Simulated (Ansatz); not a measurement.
# Calcium, fcc under r²SCAN: how the k-point mesh moves the result

A convergence test of the k-point mesh. The geometry was relaxed under r²SCAN beforehand and stays fixed; 7 values are run, from 2×2×2 to 14×14×14. Wanted are the values from which on the energy stays within 10 and 1 meV/atom, and the pressure within 0.5 GPa, of the last run. Within the series other settings stay, but some runs also write fields, which adds to their time. Spin polarisation is left out.

Program: Ansatz 0.2.0. Level of theory: DFT r²SCAN, plane waves with PAW, scalar-relativistic. These are calculated values, not measurements.

## Step 1: The structure to begin with

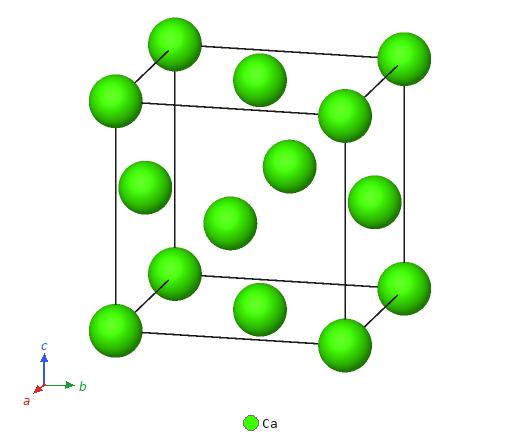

Start, viewed slightly off an axis; calcium green. The conventional cell is drawn; the run uses a primitive one. Any atoms on the faces are drawn again on the opposite ones.

Structure file:

```xyz
1
Lattice="0.0000 2.7835 2.7835 2.7835 0.0000 2.7835 2.7835 2.7835 0.0000" Properties=species:S:1:pos:R:3 pbc="T T T"
Ca    0.0000    0.0000    0.0000
```

## Step 2: k-mesh 2×2×2

The run at 2×2×2.

input.yaml reads:

```yaml
crystal:
  lattice:
    - [0.0, 2.7835023068, 2.7835023068]
    - [2.7835023068, 0.0, 2.7835023068]
    - [2.7835023068, 2.7835023068, 0.0]
  atoms:
    - { symbol: Ca, position: [0.0, 0.0, 0.0] }
hamiltonian:
  xc: r2scan
  pseudopotentials:
    kind: paw
    azcp:
      Ca: "pseudopotentials/Ca.paw.azcp"
basis:
  ecutwfc: 500
  fft_grid_basis: typed
kpoints:
  mp_grid: { grid: [2, 2, 2], shift: [0, 0, 0] }
magnetization:
  spin_polarized: false
scf:
  occupations: { method: fermi_dirac, width: 0.1 }
  lower_state_search: "off"
output:
  stress: true
  write_density: true
  write_potential: true
  elf: true
  volumetric_format: npy
```

Started as:

```
$ ansatz run input.yaml --threads 2 --pin off --max-ram 5120MiB --backend cpu --events-out ev --progress --plain --runs-dir out
```

The program printed, shortened:

```text
Warning: RAYON_NUM_THREADS=2 ignored (pool sized by the plan → 2); use --threads N
[...]
Pseudopotentials: kind: paw
Pseudopotential: Ca, paw, valence charge 10, recommended cutoff 500 eV (meta_gga), <dir>
Functional definition: r2SCAN
[...]
Crystal: 1 atoms, lattice volume = 43.133 Å³
Basis set: ecut = 500 eV, 1067 PW (Γ), exchange–correlation on 120×120×120 points (64 copies of the dense FFT grid, shifted against one another)
Bands: 9, of which v1, the nominal top of the filled ones, is band 5 counted from 1 (4 counted from 0)
Symmetry: 48 space group operations
Space group: Fm-3m (ITA 225), of the structure as read, at distance tolerance 3.5e-5 Å
k-points: 3 of 8
[...]
SCF iter   1: F=-1821.207251 eV  HF=-1821.200904 eV  |F-HF|=6.35e-3  |Δ(HF+E_count)|=         —  Δρ=5.65e-3  dr2=1.45e-2  dr2_τ=1.90e-3  ethr=1.77e-3  ⟨swp⟩=4.3  Hψ=178  notcnv=0
[...]
SCF iter   6: F=-1821.210993 eV  HF=-1821.210993 eV  |F-HF|=7.22e-9  |Δ(HF+E_count)|=   4.87e-7  Δρ=7.29e-6  dr2=1.44e-8  dr2_τ=4.21e-9  ethr=1.00e-9  ⟨swp⟩=8.3  Hψ=191  notcnv=0
[...]
SCF converged after 6 iterations
Free energy (F): -1821.210993 eV
[...]
E sigma→0 (E₀):  -1821.149750 eV
Entropy (-TS):   -0.122487 eV (-122.487 meV/atom)
Fermi energy:    4.473587 eV
[...]
--- Stress (GPa, compression-positive) ---
       -1.150140      -0.000000       0.000000
       -0.000000      -1.150140       0.000000
        0.000000       0.000000      -1.150140
  P = ⅓ Tr σ = -1.1501 GPa (-11.501 kbar)
--- Band table (eV) ---
  k-point 0: bands = ["-38.6994", "-18.7488", "-18.7488", "-18.7488", "0.5715", "7.6631", "7.6631", "7.6631", "8.8288"]
[...]
```

Wall time 0.83 s (2 threads of Arm Neoverse V1, shared host); peak memory 0.36 GiB.

## Step 3: k-mesh 3×3×3

The run at 3×3×3.

Changes to input.yaml since step 2:

```diff
@@ -17,3 +17,3 @@
 kpoints:
-  mp_grid: { grid: [2, 2, 2], shift: [0, 0, 0] }
+  mp_grid: { grid: [3, 3, 3], shift: [0, 0, 0] }
 magnetization:
@@ -25,5 +25 @@
   stress: true
-  write_density: true
-  write_potential: true
-  elf: true
-  volumetric_format: npy
```

Started as:

```
$ ansatz run input.yaml --threads 2 --pin off --max-ram 5120MiB --backend cpu --events-out ev --progress --plain --runs-dir out
```

The program printed, shortened:

```text
Warning: RAYON_NUM_THREADS=2 ignored (pool sized by the plan → 2); use --threads N
[...]
[... 3 set-up lines as earlier in the session ...]
[...]
Crystal: 1 atoms, lattice volume = 43.133 Å³
Basis set: ecut = 500 eV, 1067 PW (Γ), exchange–correlation on 120×120×120 points (64 copies of the dense FFT grid, shifted against one another)
Bands: 9, of which v1, the nominal top of the filled ones, is band 5 counted from 1 (4 counted from 0)
[... 2 set-up lines as earlier in the session ...]
k-points: 4 of 27
[...]
SCF iter   1: F=-1821.647025 eV  HF=-1821.631064 eV  |F-HF|=1.60e-2  |Δ(HF+E_count)|=         —  Δρ=4.56e-3  dr2=8.59e-3  dr2_τ=1.13e-3  ethr=1.77e-3  ⟨swp⟩=5.2  Hψ=267  notcnv=0
[...]
SCF iter   6: F=-1821.651022 eV  HF=-1821.651022 eV  |F-HF|=7.28e-12  |Δ(HF+E_count)|=   1.24e-8  Δρ=6.17e-7  dr2=2.57e-10  dr2_τ=1.01e-11  ethr=2.51e-10  ⟨swp⟩=2.0  Hψ=111  notcnv=0
[...]
SCF converged after 6 iterations
Free energy (F): -1821.651022 eV
[...]
E sigma→0 (E₀):  -1821.645740 eV
Entropy (-TS):   -0.010565 eV (-10.565 meV/atom)
Fermi energy:    5.067758 eV
[...]
--- Stress (GPa, compression-positive) ---
        0.048452       0.000000      -0.000000
        0.000000       0.048452      -0.000000
        0.000000      -0.000000       0.048452
  P = ⅓ Tr σ = 0.0485 GPa (0.485 kbar)
```

Wall time 0.76 s (2 threads of Arm Neoverse V1, shared host); peak memory 0.35 GiB.

## Step 4: k-mesh 4×4×4

The run at 4×4×4.

Changes to input.yaml since step 3:

```diff
@@ -17,3 +17,3 @@
 kpoints:
-  mp_grid: { grid: [3, 3, 3], shift: [0, 0, 0] }
+  mp_grid: { grid: [4, 4, 4], shift: [0, 0, 0] }
 magnetization:
@@ -25 +25,5 @@
   stress: true
+  write_density: true
+  write_potential: true
+  elf: true
+  volumetric_format: npy
```

Started as:

```
$ ansatz run input.yaml --threads 2 --pin off --max-ram 5120MiB --backend cpu --events-out ev --progress --plain --runs-dir out
```

The program printed, shortened:

```text
Warning: RAYON_NUM_THREADS=2 ignored (pool sized by the plan → 2); use --threads N
[...]
[... 3 set-up lines as earlier in the session ...]
[...]
Crystal: 1 atoms, lattice volume = 43.133 Å³
Basis set: ecut = 500 eV, 1067 PW (Γ), exchange–correlation on 120×120×120 points (64 copies of the dense FFT grid, shifted against one another)
Bands: 9, of which v1, the nominal top of the filled ones, is band 5 counted from 1 (4 counted from 0)
[... 2 set-up lines as earlier in the session ...]
k-points: 8 of 64
[...]
SCF iter   1: F=-1821.756139 eV  HF=-1821.746107 eV  |F-HF|=1.00e-2  |Δ(HF+E_count)|=         —  Δρ=4.65e-3  dr2=1.12e-2  dr2_τ=1.07e-3  ethr=1.77e-3  ⟨swp⟩=5.2  Hψ=531  notcnv=0
[...]
SCF iter   6: F=-1821.760630 eV  HF=-1821.760630 eV  |F-HF|=3.46e-11  |Δ(HF+E_count)|=   6.76e-9  Δρ=5.42e-7  dr2=2.86e-11  dr2_τ=2.22e-11  ethr=7.30e-11  ⟨swp⟩=4.6  Hψ=351  notcnv=0
[...]
SCF converged after 6 iterations
Free energy (F): -1821.760630 eV
[...]
E sigma→0 (E₀):  -1821.750034 eV
Entropy (-TS):   -0.021191 eV (-21.191 meV/atom)
Fermi energy:    4.961263 eV
[...]
--- Stress (GPa, compression-positive) ---
        0.087808       0.000000      -0.000000
       -0.000000       0.087808       0.000000
       -0.000000       0.000000       0.087808
  P = ⅓ Tr σ = 0.0878 GPa (0.878 kbar)
--- Band table (eV; the first three rows and the last of 8) ---
  k-point 0: bands = ["-39.0594", "-19.0827", "-19.0827", "-19.0827", "0.5662", "7.4727", "7.4727", "7.4727", "8.5680"]
[...]
```

It took 0.96 s on 2 threads of Arm Neoverse V1, shared host; peak memory 0.37 GiB.

## Step 5: k-mesh 5×5×5

The run at 5×5×5.

Changes to input.yaml since step 4:

```diff
@@ -17,3 +17,3 @@
 kpoints:
-  mp_grid: { grid: [4, 4, 4], shift: [0, 0, 0] }
+  mp_grid: { grid: [5, 5, 5], shift: [0, 0, 0] }
 magnetization:
@@ -25,5 +25 @@
   stress: true
-  write_density: true
-  write_potential: true
-  elf: true
-  volumetric_format: npy
```

Started as:

```
$ ansatz run input.yaml --threads 2 --pin off --max-ram 5120MiB --backend cpu --events-out ev --progress --plain --runs-dir out
```

The program printed, shortened:

```text
Warning: RAYON_NUM_THREADS=2 ignored (pool sized by the plan → 2); use --threads N
[...]
[... 3 set-up lines as earlier in the session ...]
[...]
Crystal: 1 atoms, lattice volume = 43.133 Å³
Basis set: ecut = 500 eV, 1067 PW (Γ), exchange–correlation on 120×120×120 points (64 copies of the dense FFT grid, shifted against one another)
Bands: 9, of which v1, the nominal top of the filled ones, is band 5 counted from 1 (4 counted from 0)
[... 2 set-up lines as earlier in the session ...]
k-points: 10 of 125
[...]
SCF iter   1: F=-1821.679799 eV  HF=-1821.665757 eV  |F-HF|=1.40e-2  |Δ(HF+E_count)|=         —  Δρ=4.24e-3  dr2=7.19e-3  dr2_τ=1.10e-3  ethr=1.77e-3  ⟨swp⟩=5.5  Hψ=700  notcnv=0
[...]
SCF iter   6: F=-1821.683376 eV  HF=-1821.683376 eV  |F-HF|=2.35e-10  |Δ(HF+E_count)|=   1.24e-7  Δρ=1.88e-6  dr2=1.64e-9  dr2_τ=1.76e-10  ethr=5.25e-10  ⟨swp⟩=2.0  Hψ=321  notcnv=0
[...]
SCF converged after 6 iterations
Free energy (F): -1821.683376 eV
[...]
E sigma→0 (E₀):  -1821.663859 eV
Entropy (-TS):   -0.039034 eV (-39.034 meV/atom)
Fermi energy:    4.795006 eV
[...]
--- Stress (GPa, compression-positive) ---
        0.024618       0.000000       0.000000
       -0.000000       0.024618       0.000000
        0.000000      -0.000000       0.024618
  P = ⅓ Tr σ = 0.0246 GPa (0.246 kbar)
```

Run time: 0.9 s. Hardware: 2 threads of Arm Neoverse V1, shared host; peak memory 0.36 GiB.

## Step 6: k-mesh 6×6×6

The run at 6×6×6.

Changes to input.yaml since step 5:

```diff
@@ -17,3 +17,3 @@
 kpoints:
-  mp_grid: { grid: [5, 5, 5], shift: [0, 0, 0] }
+  mp_grid: { grid: [6, 6, 6], shift: [0, 0, 0] }
 magnetization:
```

Started as:

```
$ ansatz run input.yaml --threads 2 --pin off --max-ram 5120MiB --backend cpu --events-out ev --progress --plain --runs-dir out
```

The program printed, shortened:

```text
Warning: RAYON_NUM_THREADS=2 ignored (pool sized by the plan → 2); use --threads N
[...]
[... 3 set-up lines as earlier in the session ...]
[...]
Crystal: 1 atoms, lattice volume = 43.133 Å³
Basis set: ecut = 500 eV, 1067 PW (Γ), exchange–correlation on 120×120×120 points (64 copies of the dense FFT grid, shifted against one another)
Bands: 9, of which v1, the nominal top of the filled ones, is band 5 counted from 1 (4 counted from 0)
[... 2 set-up lines as earlier in the session ...]
k-points: 16 of 216
[...]
SCF iter   1: F=-1821.675772 eV  HF=-1821.661825 eV  |F-HF|=1.39e-2  |Δ(HF+E_count)|=         —  Δρ=4.40e-3  dr2=8.33e-3  dr2_τ=1.12e-3  ethr=1.77e-3  ⟨swp⟩=5.5  Hψ=1123  notcnv=0
[...]
SCF iter   6: F=-1821.679402 eV  HF=-1821.679402 eV  |F-HF|=4.43e-10  |Δ(HF+E_count)|=   4.26e-8  Δρ=3.17e-6  dr2=4.83e-9  dr2_τ=2.27e-10  ethr=1.00e-9  ⟨swp⟩=4.0  Hψ=392  notcnv=0
[...]
SCF converged after 6 iterations
Free energy (F): -1821.679402 eV
[...]
E sigma→0 (E₀):  -1821.654219 eV
Entropy (-TS):   -0.050366 eV (-50.366 meV/atom)
Fermi energy:    4.875133 eV
[...]
--- Stress (GPa, compression-positive) ---
       -0.020395      -0.000000       0.000000
       -0.000000      -0.020395      -0.000000
        0.000000      -0.000000      -0.020395
  P = ⅓ Tr σ = -0.0204 GPa (-0.204 kbar)
```

Run time: 1.1 s. Hardware: 2 threads of Arm Neoverse V1, shared host; peak memory 0.36 GiB.

## Step 7: k-mesh 8×8×8

The run at 8×8×8.

Changes to input.yaml since step 6:

```diff
@@ -17,3 +17,3 @@
 kpoints:
-  mp_grid: { grid: [6, 6, 6], shift: [0, 0, 0] }
+  mp_grid: { grid: [8, 8, 8], shift: [0, 0, 0] }
 magnetization:
```

Started as:

```
$ ansatz run input.yaml --threads 2 --pin off --max-ram 5120MiB --backend cpu --events-out ev --progress --plain --runs-dir out
```

The program printed, shortened:

```text
Warning: RAYON_NUM_THREADS=2 ignored (pool sized by the plan → 2); use --threads N
[...]
[... 3 set-up lines as earlier in the session ...]
[...]
Crystal: 1 atoms, lattice volume = 43.133 Å³
Basis set: ecut = 500 eV, 1067 PW (Γ), exchange–correlation on 120×120×120 points (64 copies of the dense FFT grid, shifted against one another)
Bands: 9, of which v1, the nominal top of the filled ones, is band 5 counted from 1 (4 counted from 0)
[... 2 set-up lines as earlier in the session ...]
k-points: 29 of 512
[...]
SCF iter   1: F=-1821.688353 eV  HF=-1821.674937 eV  |F-HF|=1.34e-2  |Δ(HF+E_count)|=         —  Δρ=4.34e-3  dr2=8.04e-3  dr2_τ=1.10e-3  ethr=1.77e-3  ⟨swp⟩=5.6  Hψ=2067  notcnv=0
[...]
SCF iter   6: F=-1821.692116 eV  HF=-1821.692116 eV  |F-HF|=2.86e-11  |Δ(HF+E_count)|=   8.54e-8  Δρ=2.08e-6  dr2=2.20e-9  dr2_τ=1.10e-10  ethr=1.00e-9  ⟨swp⟩=4.0  Hψ=710  notcnv=0
[...]
SCF converged after 6 iterations
Free energy (F): -1821.692116 eV
[...]
E sigma→0 (E₀):  -1821.673605 eV
Entropy (-TS):   -0.037022 eV (-37.022 meV/atom)
Fermi energy:    4.794923 eV
[...]
--- Stress (GPa, compression-positive) ---
        0.030081      -0.000000      -0.000000
        0.000000       0.030081      -0.000000
        0.000000      -0.000000       0.030081
  P = ⅓ Tr σ = 0.0301 GPa (0.301 kbar)
```

Run time: 1.3 s. Hardware: 2 threads of Arm Neoverse V1, shared host; peak memory 0.37 GiB.

## Step 8: k-mesh 14×14×14

The run at 14×14×14.

Changes to input.yaml since step 7:

```diff
@@ -17,3 +17,3 @@
 kpoints:
-  mp_grid: { grid: [8, 8, 8], shift: [0, 0, 0] }
+  mp_grid: { grid: [14, 14, 14], shift: [0, 0, 0] }
 magnetization:
```

Started as:

```
$ ansatz run input.yaml --threads 2 --pin off --max-ram 5120MiB --backend cpu --events-out ev --progress --plain --runs-dir out
```

The program printed, shortened:

```text
Warning: RAYON_NUM_THREADS=2 ignored (pool sized by the plan → 2); use --threads N
[...]
[... 3 set-up lines as earlier in the session ...]
[...]
Crystal: 1 atoms, lattice volume = 43.133 Å³
Basis set: ecut = 500 eV, 1067 PW (Γ), exchange–correlation on 120×120×120 points (64 copies of the dense FFT grid, shifted against one another)
Bands: 9, of which v1, the nominal top of the filled ones, is band 5 counted from 1 (4 counted from 0)
[... 2 set-up lines as earlier in the session ...]
k-points: 104 of 2744
[...]
SCF iter   1: F=-1821.689222 eV  HF=-1821.676050 eV  |F-HF|=1.32e-2  |Δ(HF+E_count)|=         —  Δρ=4.39e-3  dr2=8.43e-3  dr2_τ=1.10e-3  ethr=1.77e-3  ⟨swp⟩=5.6  Hψ=7531  notcnv=0
[...]
SCF iter   6: F=-1821.693017 eV  HF=-1821.693017 eV  |F-HF|=2.80e-11  |Δ(HF+E_count)|=   6.93e-8  Δρ=2.27e-6  dr2=2.56e-9  dr2_τ=1.51e-10  ethr=1.00e-9  ⟨swp⟩=4.0  Hψ=2546  notcnv=0
[...]
SCF converged after 6 iterations
Free energy (F): -1821.693017 eV
[...]
E sigma→0 (E₀):  -1821.675040 eV
Entropy (-TS):   -0.035954 eV (-35.954 meV/atom)
Fermi energy:    4.824211 eV
[...]
--- Stress (GPa, compression-positive) ---
        0.010903      -0.000000      -0.000000
        0.000000       0.010903       0.000000
       -0.000000      -0.000000       0.010903
  P = ⅓ Tr σ = 0.0109 GPa (0.109 kbar)
```

It took 2.9 s on 2 threads of Arm Neoverse V1, shared host; peak memory 0.42 GiB.

## Step 9: Convergence table

Differences are taken from the run at 14×14×14.

| k-mesh | k-points | E(σ → 0) (meV/atom) | P (GPa) | SCF cycles | CPU time |
| --- | --- | --- | --- | --- | --- |
| 2×2×2 | 3 | 525.29 | -1.15 | 6 | 1.4 s |
| 3×3×3 | 4 | 29.30 | 0.05 | 6 | 1.3 s |
| 4×4×4 | 8 | -74.99 | 0.09 | 6 | 1.7 s |
| 5×5×5 | 10 | 11.18 | 0.02 | 6 | 1.6 s |
| 6×6×6 | 16 | 20.82 | -0.02 | 6 | 1.9 s |
| 8×8×8 | 29 | 1.44 | 0.03 | 6 | 2.4 s |
| 14×14×14 | 104 | 0.00 | 0.01 | 6 | 5.5 s |

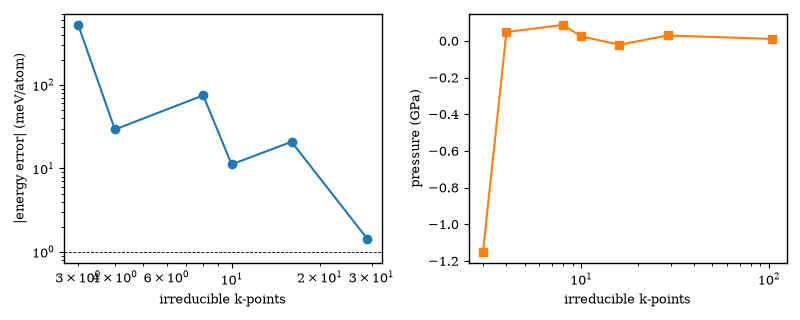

Energy and pressure against the k-point mesh; the dashed line marks 1 meV/atom.

## Step 10: What came out

| quantity | value |
| --- | --- |
| E(σ → 0) stays within 10 meV/atom of 14×14×14 | from 8×8×8 on |
| E(σ → 0) stays within 1 meV/atom | not reached before 14×14×14 |
| pressure stays within 0.5 GPa | from 3×3×3 on |
| pressure at 14×14×14 | 0.01 GPa |
| CPU time, dearest over cheapest | 4.2 |
| energy of a separate run on a finer mesh (16×16×16) | +0.2 meV/atom from 14×14×14 |

**Reading.** At 2×2×2 the energy differs by +525.3 meV/atom and the pressure by -1.2 GPa. Convergence in k is not monotonic; the energy swings about its limit. The energy has not settled to 1 meV/atom before the last mesh. Metals converge slowly, as the Fermi surface must be resolved. A run on a finer mesh agrees with the yardstick to 1 meV/atom.
